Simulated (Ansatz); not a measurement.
Run report: GaSb, single-point calculation

System: GaSb (F-43m, 2 atoms in the cell).
Method: DFT, r2SCAN, plane waves, PAW, no spin polarisation (Ansatz 0.2.0).

The structure was built on a prototype by a generator. The geometry comes from this level: r2SCAN. It belongs to a series of runs on one base structure; here: kpoints.mp_grid.grid = [3, 3, 3]. Figures and captions count atoms from 1; the log counts them from 0 in places.

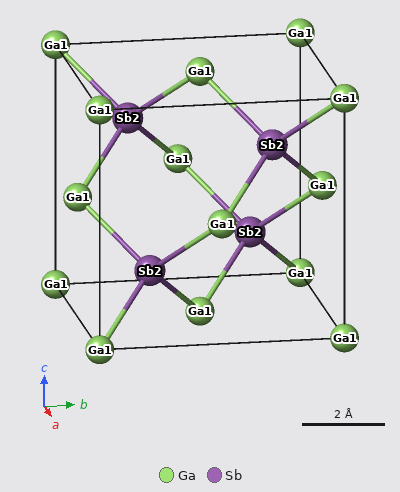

**Figure 1.** The input geometry (ball-and-stick view of the cell 4 times as large as that of the calculation, set on its symmetry axes, seen slightly off an axis; atoms are numbered from 1 in the order of the input). Near neighbours in the crystal (not all of them lie inside the picture): Ga has 4 Sb at 2.66 Å; Sb has 4 Ga at 2.66 Å.

### Results in brief

```json
{"quantity": "outcome", "value": "converged"}
{"quantity": "space group (tolerance 0.01 Å)", "value": "F-43m (216)"}
{"quantity": "electrons treated", "value": "28"}
{"quantity": "free energy", "value": "−10289.2905 eV"}
{"quantity": "Fermi energy", "value": "7.727 eV"}
{"quantity": "band gap", "value": "0.41 eV"}
{"quantity": "pressure", "value": "0.92 GPa"}
{"quantity": "largest force (length of the vector)", "value": "under 0.001 eV/Å"}
{"quantity": "hardware", "value": "4 threads of an x86-64 CPU, shared host"}
{"quantity": "wall time", "value": "7.9 s (CPU time 7.2 s)"}
{"quantity": "peak memory", "value": "0.47 GiB"}
```

Settings chosen away from the usual ones: kpoints.mp_grid.grid = [3, 3, 3]. The k-point mesh is coarse for a cell of this size, so the results may not be converged.

### The input
```yaml
crystal:
  lattice:
    - [0.0, 3.0658787986, 3.0658787986]
    - [3.0658787986, 0.0, 3.0658787986]
    - [3.0658787986, 3.0658787986, 0.0]
  atoms:
    - { symbol: Ga, position: [0.0, 0.0, 0.0] }
    - { symbol: Sb, position: [0.25, 0.25, 0.25] }
kpoints:
  mp_grid: { grid: [3, 3, 3] }
hamiltonian:
  xc: r2scan
scf:
  occupations: { method: fermi_dirac, width: 0.02 }
  n_extra_bands: 4
output:
  forces: true
  stress: true
  eigenvalues: true
```

Run as:
```bash
ansatz run input.yaml --threads 4 --pin off --max-ram 3686MiB --backend cpu --events-out ev --progress --plain --runs-dir out
```

### What the program printed
```
scf.n_extra_bands = 4 over 14 filled bands (N_el = 28.0): the run solves 18 bands
Engine: ansatz 0.2.0, x86_64-unknown-linux-gnu
Pseudopotentials: kind: paw
Pseudopotential: Ga, paw, valence charge 13, recommended cutoff 500 eV (meta_gga), Ga.paw.azcp
Pseudopotential: Sb, paw, valence charge 15, recommended cutoff 500 eV (meta_gga), Sb.paw.azcp
Functional definition: r2SCAN
  parameter k0 = 0.174
  parameter k1 = 0.065
  parameter a1 = 4.9479
  exchange = r2scan_x(k0 = k0, k1 = k1, a1 = a1)
  correlation = r2scan_c
Crystal: 2 atoms, lattice volume = 57.636 Å³
Basis set: ecut = 500 eV, 1459 PW (Γ), exchange–correlation on 128×128×128 points (64 copies of the dense FFT grid, shifted against one another)
Bands: 18, of which v1, the nominal top of the filled ones, is band 14 counted from 1 (13 counted from 0)
Symmetry: 24 space group operations
Space group: F-43m (ITA 216), of the structure as read, at distance tolerance 3.9e-5 Å
k-points: 4 of 27 (time reversal used)
Non-local potential: Ga, projectors of the file, l = 0: 2, l = 1: 2, l = 2: 3, l = 3: 1
Non-local potential: Sb, projectors of the file, l = 0: 2, l = 1: 2, l = 2: 2, l = 3: 2
PAW form: soft (Blöchl's): semilocal exchange-correlation on the pseudo side does not see the compensation charge
PAW frozen core: Ga, regenerated for the run's functional (the file was generated under x = pbe(κ = 0.804, μ = 0.2195149727645171), c = pbe(β = 0.06672455060314922))
PAW frozen core: Sb, regenerated for the run's functional (the file was generated under x = pbe(κ = 0.804, μ = 0.2195149727645171), c = pbe(β = 0.06672455060314922))
PAW one-centre angular grid: Ga, 590 points (default); XC on 160 Gauss nodes
PAW one-centre angular grid: Sb, 590 points (default); XC on 160 Gauss nodes
Initial density: superposition of atomic densities (neutral atoms: chi_scale 0, normalization atom), corrected by the library's trained network
Initial wavefunctions: pseudopotential atomic-orbital guess
Functional: x = r2scan, c = r2scan; τ floored in thin density (d = 2e-4 eV/Å³)
SCF iter   1: F=—  HF=-10289.272834 eV  |F-HF|=—  |Δ(HF+E_count)|=         —  Δρ=1.08e-2  dr2=2.70e-2  dr2_τ=4.38e-3  ethr=1.77e-3  ⟨swp⟩=6.2  Hψ=382  notcnv=0
preconditioner: auto → none  [insulator: Δε(μ)=0.341 eV  Ē_g=15.467 eV  σ=0.020 eV  W_gap=1.00  n_scr=14 (ndim 8)  ℏωp=20.8 eV  f_vac=0.096  D(μ)=0.00/eV (n_scr^D=0)  ε∞_Penn≈2.8]
SCF iter   2: F=—  HF=-10289.289524 eV  |F-HF|=—  |Δ(HF+E_count)|=   1.67e-2  Δρ=3.58e-3  dr2=3.96e-3  dr2_τ=6.66e-5  ethr=9.66e-5  ⟨swp⟩=2.8  Hψ=161  notcnv=0
SCF iter   3: F=—  HF=-10289.290285 eV  |F-HF|=—  |Δ(HF+E_count)|=   7.62e-4  Δρ=2.29e-3  dr2=1.15e-3  dr2_τ=2.24e-5  ethr=1.41e-5  ⟨swp⟩=2.0  Hψ=124  notcnv=0
SCF iter   4: F=—  HF=-10289.290507 eV  |F-HF|=—  |Δ(HF+E_count)|=   2.22e-4  Δρ=3.37e-4  dr2=4.89e-5  dr2_τ=7.34e-7  ethr=4.09e-6  ⟨swp⟩=2.0  Hψ=124  notcnv=0
SCF iter   5: F=—  HF=-10289.290484 eV  |F-HF|=—  |Δ(HF+E_count)|=   2.30e-5  Δρ=7.63e-5  dr2=1.97e-6  dr2_τ=2.75e-8  ethr=1.75e-7  ⟨swp⟩=2.8  Hψ=132  notcnv=0
SCF iter   6: F=—  HF=-10289.290484 eV  |F-HF|=—  |Δ(HF+E_count)|=   1.29e-7  Δρ=2.18e-5  dr2=2.71e-7  dr2_τ=3.84e-9  ethr=7.04e-9  ⟨swp⟩=2.0  Hψ=128  notcnv=0
SCF iter   7: F=-10289.290484 eV  HF=-10289.290484 eV  |F-HF|=4.00e-8  |Δ(HF+E_count)|=   6.34e-8  Δρ=9.59e-6  dr2=5.54e-8  dr2_τ=2.79e-10  ethr=3.57e-10  ⟨swp⟩=4.8  Hψ=307  notcnv=0
SCF 1 converged in 7 iterations: F = -10289.290484 eV  dr2 = 5.54e-8
  greatest PAW one-centre occupation: 0.994 electrons in one spin orbital (limit 2), on the Ga atom at site 0 (counted from 0), in its partial waves of l = 2
```

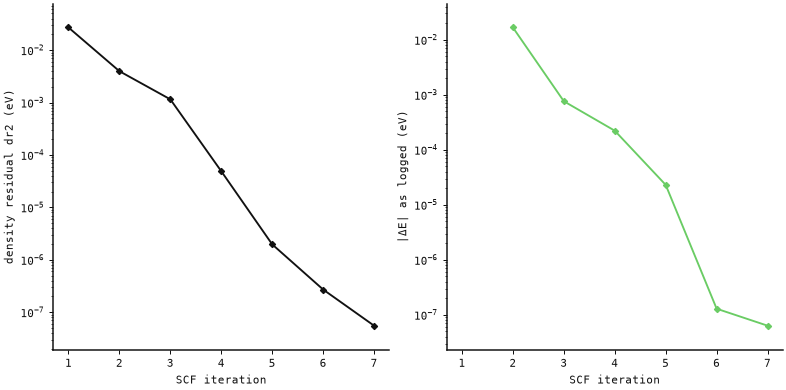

**Figure 2.** Convergence of the self-consistent field: density residual dr2 and size of the energy change against the SCF iteration. The residual falls at every step.

```
SCF converged after 7 iterations
Free energy (F): -10289.290484 eV
Harris-Foulkes:  -10289.290484 eV  (|F-HF|=4.00e-8)
Internal energy: -10289.290482 eV  (E = F + TS)
E sigma→0 (E₀):  -10289.290483 eV
Entropy (-TS):   -0.000002 eV (-0.001 meV/atom)
Fermi energy:    7.726940 eV
--- Per-component energies (eV) ---
  E_band       = -278.728283
  E_kinetic    = 322.538837
  E_local      = -3930.119324  (includes V_loc(G=0)·N_el)
  E_nonlocal   = 791.724671
  E_hartree    = 1812.628381
  E_xc         = -189.026367
  E_vxc        = -161.269650  (∫ρ·V_xc dr)
  E_paw        = -6608.565978  (= ΣΔE_a)
  E_vpaw       = -936.827466  (= ΣTr[D̂ρ^β])
  E_aug_tail   = -0.000046  (compensation charges beyond the density's cutoff)
  E_vtau       = 9.957715  (kinetic-family band-sum trace: ∫τ·v_τ [+ j·A + Jᵃ·Aᵃ] dr)
  E_ewald      = -2488.323624
  E_core_change = -0.147033  (= ΣΔE_core)
  E_smearing   = -0.000002  (= −TS)
  E_closure    = 0.000000  (closes the sum)
  Σ components = -10289.290484   (vs F -10289.290484, Δ=0.00e0)
--- Forces (eV/Å), atoms counted from 1 ---
  atom   1  Ga     0.00000000    -0.00000000     0.00000000
  atom   2  Sb    -0.00000000     0.00000000     0.00000000
  max |Σ_I F_I| component: 7.40e-17 eV/Å
--- Stress (GPa, compression-positive) ---
        0.923728       0.000000      -0.000000
        0.000000       0.923728       0.000000
       -0.000000       0.000000       0.923728
  P = ⅓ Tr σ = 0.9237 GPa (9.237 kbar)
--- Band table (eV) ---
  k-point 0: bands = ["-21.8542", "-21.8542", "-21.8542", "-21.8302", "-21.8302", "-8.0495", "-8.0495", "-8.0495", "-7.9956", "-7.9956", "-4.3575", "7.5100", "7.5100", "7.5100", "7.9219", "10.4706", "10.4706", "10.4706"]
  k-point 1: bands = ["-21.8536", "-21.8518", "-21.8518", "-21.8295", "-21.8295", "-8.0710", "-8.0402", "-8.0402", "-7.9961", "-7.9961", "-3.2710", "2.2121", "6.5229", "6.5229", "8.3622", "11.5174", "11.5174", "14.3757"]
  k-point 2: bands = ["-21.8567", "-21.8491", "-21.8491", "-21.8316", "-21.8275", "-8.0857", "-8.0293", "-8.0293", "-8.0048", "-7.9933", "-2.8478", "2.1161", "5.2634", "5.2634", "8.6618", "9.8762", "14.7119", "14.7119"]
  k-point 3: bands = ["-21.8539", "-21.8502", "-21.8491", "-21.8303", "-21.8283", "-8.0871", "-8.0305", "-8.0288", "-8.0007", "-7.9961", "-2.0308", "0.9083", "3.6852", "5.5179", "9.3669", "13.0191", "13.8747", "13.9785"]
```
